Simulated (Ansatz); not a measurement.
# Searching the electronic states of Ni

Wanted: the lowest electronic state of Ni in this cell. One SCF may end in a higher state, so several starts are tried. The cell (2 atoms) is Ni in its experimental structure (space group Fm-3m, primitive cell doubled). Source: COD entry 9012968.

The COD entry's cell or inner coordinates are ideal or old and differ from later refinements, so a difference from it is no clean test against experiment.

Computed with Ansatz 0.2.0 (DFT r2SCAN, PAW, plane waves, scalar-relativistic, unless a step's input says otherwise).

**1. The system as given**

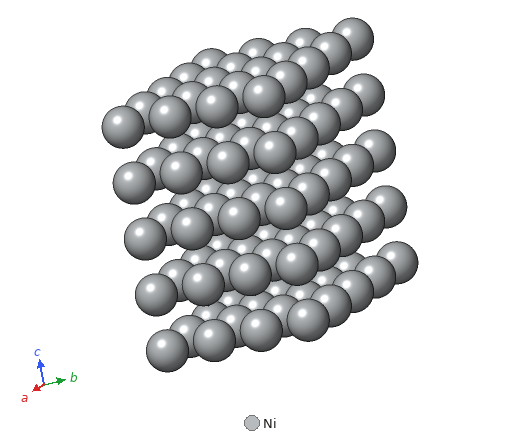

Start, viewed slightly off an axis; nickel light grey. 2×3×4 cells are drawn. Atoms on the faces are drawn again on the opposite ones.

As a file:

```cif
data_structure
_symmetry_space_group_name_H-M 'P 1'
_symmetry_Int_Tables_number 1
_cell_length_a 4.9741
_cell_length_b 2.4870
_cell_length_c 2.4870
_cell_angle_alpha 60.000
_cell_angle_beta 60.000
_cell_angle_gamma 60.000
_cell_volume 21.76
loop_
_atom_site_label
_atom_site_type_symbol
_atom_site_fract_x
_atom_site_fract_y
_atom_site_fract_z
_atom_site_occupancy
Ni1 Ni 0.00000 0.00000 0.00000 1
Ni2 Ni 0.50000 0.00000 0.00000 1
```

In tables a label like Ni2 counts atoms in the order of input.yaml; a structure file may count by element.

Planned first: parallel moments, plain SCF; opposed moments +-, plain SCF; no spin polarisation; spin on, no moments given (the program may seed its own), plain SCF. Further starts follow from what these give.

“Plain SCF” means no search for lower states. 

Moments by site are taken inside atomic spheres; the rest lies between them.

**2. Parallel moments, plain SCF**

input.yaml

```yaml
crystal:
  lattice:
    - [0.0, 3.5172, 3.5172]
    - [1.7586, 0.0, 1.7586]
    - [1.7586, 1.7586, 0.0]
  atoms:
    - { symbol: Ni, position: [0.0, 0.0, 0.0], spin: 2.0 }
    - { symbol: Ni, position: [0.5, 0.0, 0.0], spin: 2.0 }
magnetization:
  spin_polarized: true
hamiltonian:
  xc: r2scan
  pseudopotentials: { kind: paw }
basis:
  ecutwfc: 500
kpoints:
  mp_grid: { grid: [7, 13, 13] }
scf:
  occupations: { method: fermi_dirac, width: 0.1 }
  lower_state_search: "off"
output:
  forces: true
  stress: true
```

What it wrote (excerpt; [...] marks lines left out):

```text
Warning: crystal.symmetry: narrowed to the stabiliser of the k-point mesh — unitary ops 24 → 8; excluded 16 operations that carry a point of the 7×13×13 mesh (shift [0, 0, 0]) off the mesh (the run samples exactly the mesh kpoints.mp_grid names, as under crystal.symmetry.detect: false, [...]
Pseudopotentials: kind: paw
Pseudopotential: Ni, paw, valence charge 18, recommended cutoff 500 eV (meta_gga), Ni.paw.azcp
Functional definition: r2SCAN
[...]
Crystal: 2 atoms, lattice volume = 21.755 Å³
Basis set: ecut = 500 eV, 555 PW (Γ), exchange–correlation on 160×80×80 points (64 copies of the dense FFT grid, shifted against one another)
Bands: 24, of which v1, the nominal top of the filled ones, is band 18 counted from 1 (17 counted from 0)
Symmetry: 8 space group operations
k-points: 322 of 1183
[...]
Starting moments: Σ|m| = 4 μB on 2 of 2 sites
[...]
SCF iter   1: F=-11690.419301 eV  HF=-11689.775695 eV  |F-HF|=6.44e-1  |Δ(HF+E_count)|=         —  Δρ=1.13e-1 (↑9.39e-2 ↓1.13e-1)  dr2=4.93e-2  dr2_τ=3.50e-2  dr2_m=2.12e0  M=2.037 μB ∫|m|=2.324 μB  β_m=0.61  ethr=1.38e-4  ⟨swp⟩=1.8  Hψ=83745  notcnv=0
[...]
spin-set hold released at iteration 1 (the charge has settled, or the pull on large starting moments outlasts its swing): the magnetisation degrees of freedom join the quasi-Newton model from the next iteration; the mixer history was flushed
[...]
SCF iter  14: F=-11690.603548 eV  HF=-11690.603547 eV  |F-HF|=5.22e-8  |Δ(HF+E_count)|=   4.22e-6  Δρ=1.18e-5 (↑3.69e-6 ↓1.18e-5)  dr2=2.31e-8  dr2_τ=1.25e-10  dr2_m=5.33e-9  M=1.489 μB ∫|m|=1.832 μB  ethr=2.78e-10  ⟨swp⟩=5.1  Hψ=64540  notcnv=0
[...]
this state was not tested for a lower state beside it, because the mixer in use, unlike msr1, does not test its closes by its own steps (another_mixer; see scf.mixing.algorithm and scf.lower_state_search)
SCF converged after 14 iterations
Magnetization: 1.4890 μB (18.7445 up, 17.2555 down)
Absolute magnetization: 1.8344 μB (∫|ρ↑−ρ↓|, with the PAW one-centre terms)
Spin contamination: 0.0432 ħ² per cell (⟨S²⟩ above its minimum at these occupations)
Per-site moments (μB) at R_I (Å): [(0.8127841825691196, 1.0259023379505967), (0.8127841825691196, 1.0259023379505967)]
Free energy (F): -11690.603548 eV
[...]
E sigma→0 (E₀):  -11690.561372 eV
Entropy (-TS):   -0.084352 eV (-42.176 meV/atom)
Fermi energy:    18.114058 eV
[...]
--- Forces (eV/Å), atoms counted from 1 ---
  atom   1  Ni     0.00000000     0.00000000     0.00000000
  atom   2  Ni     0.00000000     0.00000000     0.00000000
[...]
--- Stress (GPa, compression-positive) ---
       -6.523719      -0.099760      -0.099760
       -0.099784      -6.562234       0.045266
       -0.099784       0.045266      -6.562234
  P = ⅓ Tr σ = -6.5494 GPa (-65.494 kbar)
```

Wall time 39 s (2 threads of an Arm CPU, shared host); peak memory 0.62 GiB.

End: ferromagnetic, site moments Ni1 0.81, Ni2 0.81 μB, total 1.49 μB per cell, no gap on the k-mesh.

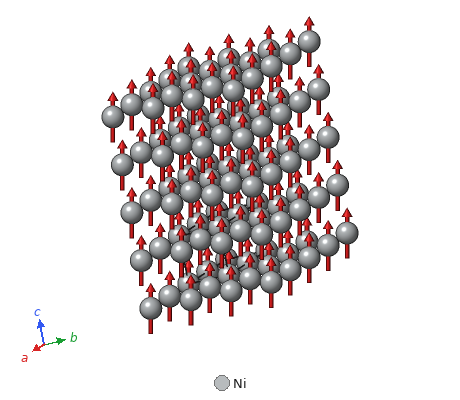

Arrows show the site moments: red and blue are opposite signs, and length grows with size. The axis is drawn upright for the eye.

**3. Opposed moments +-, plain SCF**

Changes to input.yaml since step 2:

```diff
@@ -7,3 +7,3 @@
     - { symbol: Ni, position: [0.0, 0.0, 0.0], spin: 2.0 }
-    - { symbol: Ni, position: [0.5, 0.0, 0.0], spin: 2.0 }
+    - { symbol: Ni, position: [0.5, 0.0, 0.0], spin: -2.0 }
 magnetization:
```

What it wrote (excerpt; [...] marks lines left out):

```text
Warning: crystal.symmetry: narrowed to the stabiliser of the k-point mesh — unitary ops 12 → 4; excluded 8 operations that carry a point of the 7×13×13 mesh (shift [0, 0, 0]) off the mesh (the run samples exactly the mesh kpoints.mp_grid names, as under crystal.symmetry.detect: false, and [...]
[... 12 lines as in an earlier run ...]
Symmetry: 4 space group operations
[... 6 lines as in an earlier run ...]
Starting moments: Σ|m| = 4 μB on 2 of 2 sites
[... 2 lines as in an earlier run ...]
spin-down is spin-up translated by (0.5, 0, 0): one eigenproblem is solved per k-point and the antiferromagnetic symmetry of the starting moments is kept exactly by this SCF (crystal.symmetry.spin_inversion_symmetry: false solves both channels; [...]
SCF iter   1: F=-11690.123881 eV  HF=-11689.514181 eV  |F-HF|=6.10e-1  |Δ(HF+E_count)|=         —  Δρ=1.12e-1 (↑1.12e-1 ↓1.12e-1)  dr2=9.18e-2  dr2_τ=3.50e-2  dr2_m=2.42e0  M=0.000 μB ∫|m|=2.209 μB  β_m=0.30  ethr=2.56e-4  ⟨swp⟩=1.6  Hψ=43318  notcnv=0
[...]
[... 1 line as in an earlier run ...]
[...]
SCF iter  16: F=-11690.429052 eV  HF=-11690.429052 eV  |F-HF|=1.83e-8  |Δ(HF+E_count)|=   4.86e-7  Δρ=1.07e-5 (↑1.07e-5 ↓1.07e-5)  dr2=4.59e-8  dr2_τ=8.24e-11  dr2_m=2.82e-9  M=0.000 μB ∫|m|=1.057 μB  ethr=2.78e-10  ⟨swp⟩=3.3  Hψ=34937  notcnv=0
[...]
[... 1 line as in an earlier run ...]
SCF converged after 16 iterations
Magnetization: 0.0000 μB (18.0000 up, 18.0000 down)
Absolute magnetization: 1.0582 μB (∫|ρ↑−ρ↓|, with the PAW one-centre terms)
Spin contamination: 0.4113 ħ² per cell (⟨S²⟩ above its minimum at these occupations)
Per-site moments (μB) at R_I (Å): [(0.5073497873903747, 1.0259023379505967), (-0.5073497873903747, 1.0259023379505967)]
Free energy (F): -11690.429052 eV
[...]
E sigma→0 (E₀):  -11690.373290 eV
Entropy (-TS):   -0.111524 eV (-55.762 meV/atom)
Fermi energy:    17.850662 eV
[...]
--- Forces (eV/Å), atoms counted from 1 ---
  atom   1  Ni     0.00000000    -0.00000000     0.00000000
  atom   2  Ni     0.00000000     0.00000000     0.00000000
[...]
--- Stress (GPa, compression-positive) ---
       -7.364073      -1.019964      -1.019964
       -1.019985      -7.378264       0.939977
       -1.019985       0.939977      -7.378264
  P = ⅓ Tr σ = -7.3735 GPa (-73.735 kbar)
```

Run time: 26 s. Hardware: 2 threads of an Arm CPU, shared host; peak memory 0.59 GiB.

The state reached is antiferromagnetic (magnetic neighbours of Ni1 with a moment over 0.3 of its own that point the other way: 6 of 12 at 2.49 Å, 6 of 6 at 3.52 Å), site moments Ni1 0.51, Ni2 -0.51 μB, total 0.00 μB per cell, no gap on the k-mesh. It lies 87.2 meV/atom above the lowest state so far (step 2).

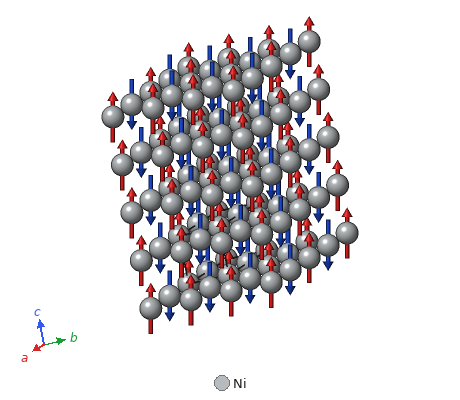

The moments of this state as arrows, longer for larger moments (red one way, blue the other). Without spin-orbit coupling their common direction is free.

**4. No spin polarisation**

Changes to input.yaml since step 3:

```diff
@@ -6,6 +6,4 @@
   atoms:
-    - { symbol: Ni, position: [0.0, 0.0, 0.0], spin: 2.0 }
-    - { symbol: Ni, position: [0.5, 0.0, 0.0], spin: -2.0 }
-magnetization:
-  spin_polarized: true
+    - { symbol: Ni, position: [0.0, 0.0, 0.0] }
+    - { symbol: Ni, position: [0.5, 0.0, 0.0] }
 hamiltonian:
```

What it wrote (excerpt; [...] marks lines left out):

```text
[... 12 lines as in an earlier run ...]
Bands: 22, of which v1, the nominal top of the filled ones, is band 18 counted from 1 (17 counted from 0)
[... 6 lines as in an earlier run ...]
[...]
[... 2 lines as in an earlier run ...]
SCF iter   1: F=-11690.379916 eV  HF=-11690.297749 eV  |F-HF|=8.22e-2  |Δ(HF+E_count)|=         —  Δρ=1.96e-2  dr2=4.69e-2  dr2_τ=5.88e-2  ethr=1.77e-3  ⟨swp⟩=5.2  Hψ=28010  notcnv=0
[...]
SCF iter   8: F=-11690.397023 eV  HF=-11690.397023 eV  |F-HF|=6.24e-8  |Δ(HF+E_count)|=   9.57e-8  Δρ=2.72e-5  dr2=9.14e-8  dr2_τ=6.44e-10  ethr=2.78e-10  ⟨swp⟩=4.3  Hψ=36239  notcnv=0
[...]
SCF converged after 8 iterations
Free energy (F): -11690.397023 eV
[...]
E sigma→0 (E₀):  -11690.310455 eV
Entropy (-TS):   -0.173135 eV (-86.568 meV/atom)
Fermi energy:    17.766170 eV
[...]
--- Forces (eV/Å), atoms counted from 1 ---
  atom   1  Ni     0.00000000     0.00000000    -0.00000000
  atom   2  Ni     0.00000000     0.00000000    -0.00000000
[...]
--- Stress (GPa, compression-positive) ---
       -8.955429      -0.047411      -0.047411
       -0.047411      -8.870982      -0.022270
       -0.047411      -0.022270      -8.870982
  P = ⅓ Tr σ = -8.8991 GPa (-88.991 kbar)
```

It took 12 s on 2 threads of an Arm CPU, shared host; peak memory 0.46 GiB.

End: non-magnetic (no spin polarisation), no gap on the k-mesh. It lies 103 meV/atom above the lowest state so far (step 2).

**5. Spin on, no moments given (the program may seed its own), plain SCF**

Changes to input.yaml since step 4:

```diff
@@ -21 +21,3 @@
   stress: true
+magnetization:
+  spin_polarized: true
```

What it wrote (excerpt; [...] marks lines left out):

```text
[... 1 line as in an earlier run ...]
band count auto-derived: 24 (N_el = 36.0; filled up to band 18; 22 by the electrons, moments and atoms)
[... 21 lines as in an earlier run ...]
[...]
SCF iter   1: F=-11689.943639 eV  HF=-11688.873658 eV  |F-HF|=1.07e0  |Δ(HF+E_count)|=         —  Δρ=1.84e-1 (↑1.84e-1 ↓1.67e-1)  dr2=3.64e-2  dr2_τ=4.35e-2  dr2_m=6.15e0  M=2.482 μB ∫|m|=2.482 μB  ethr=8.79e-4  ⟨swp⟩=1.3  Hψ=42222  notcnv=0
[...]
SCF iter  12: F=-11690.603548 eV  HF=-11690.603548 eV  |F-HF|=2.78e-10  |Δ(HF+E_count)|=   2.18e-8  Δρ=2.80e-6 (↑1.54e-6 ↓2.80e-6)  dr2=1.68e-9  dr2_τ=6.50e-12  dr2_m=3.10e-10  M=1.489 μB ∫|m|=1.832 μB  ethr=6.78e-11  ⟨swp⟩=3.0  Hψ=55462  notcnv=0
[...]
SCF converged after 12 iterations
Magnetization: 1.4889 μB (18.7444 up, 17.2556 down)
Absolute magnetization: 1.8342 μB (∫|ρ↑−ρ↓|, with the PAW one-centre terms)
Spin contamination: 0.0432 ħ² per cell (⟨S²⟩ above its minimum at these occupations)
Per-site moments (μB) at R_I (Å): [(0.8127039516540807, 1.0259023379505967), (0.8127039516540807, 1.0259023379505967)]
Free energy (F): -11690.603548 eV
[...]
E sigma→0 (E₀):  -11690.561366 eV
Entropy (-TS):   -0.084363 eV (-42.182 meV/atom)
Fermi energy:    18.114027 eV
[... 26 lines left out: energy terms, forces, stress ...]
```

Run time: 34 s. Hardware: 2 threads of an Arm CPU, shared host; peak memory 0.62 GiB.

Nothing new: the 12 iterations lead to the state found in step 2 (ferromagnetic).

(Part 1 of 2 ends here.)
